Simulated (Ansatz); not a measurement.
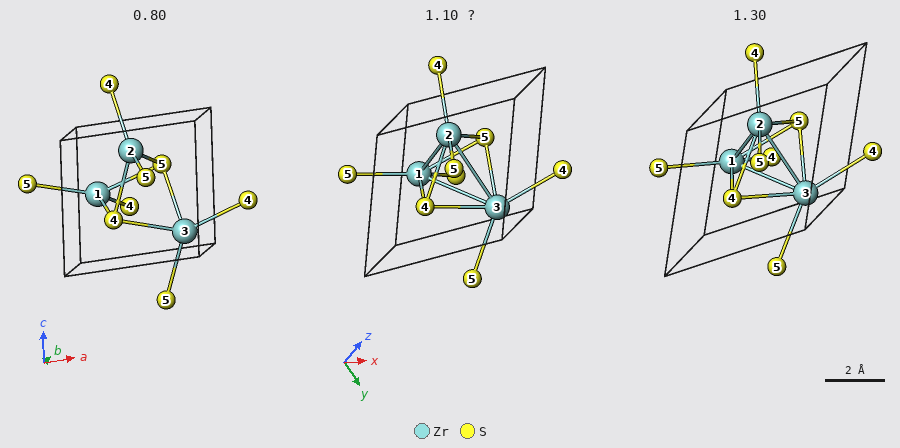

Energy scan for solid Zr3S2 (R32), in which the ratio of the cell's length along z to its lengths across, counted as 1 for the reference, is changed at fixed volume (a c/a path), with the atoms kept at their fractional coordinates. x, y and z are the Cartesian axes of the input. The picture is a ball-and-stick view of the cell of the calculation, seen slightly off an axis.

Level of theory: Ansatz, DFT PBE, scalar-relativistic, plane waves, PAW. (plane-wave cutoff 420 eV; k-point mesh 12 × 12 × 12; occupations gaussian; smearing width 0.15 eV; no spin polarisation). Energies (free energies at the smearing named) are counted from the relaxed crystal.

```tsv
axial ratio over its reference value	energy change (meV/atom)
0.80	195
0.85	106
0.92	29
0.96	7
1.00	0
1.05	11
1.10	?
1.20	152
1.30	320
```

Question: Estimate the missing energy from the other rows, and compare with the calculation.

Answer: A straight line between the two neighbours gives 58 meV/atom. A cubic through the four nearest rows (1.00, 1.05, 1.20, 1.30) gives, with Lagrange weights, (−0.3333)(0) + (1.0667)(11) + (0.3333)(152) + (−0.0667)(320) = 41 meV/atom. The calculation gives 41 meV/atom, so the cubic is right to the digits shown and the straight line 17 meV/atom too high, as the curve bends upwards here.

The whole profile:

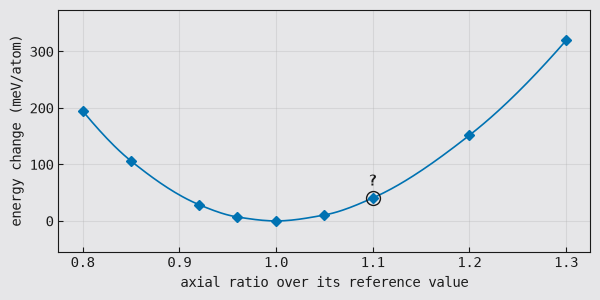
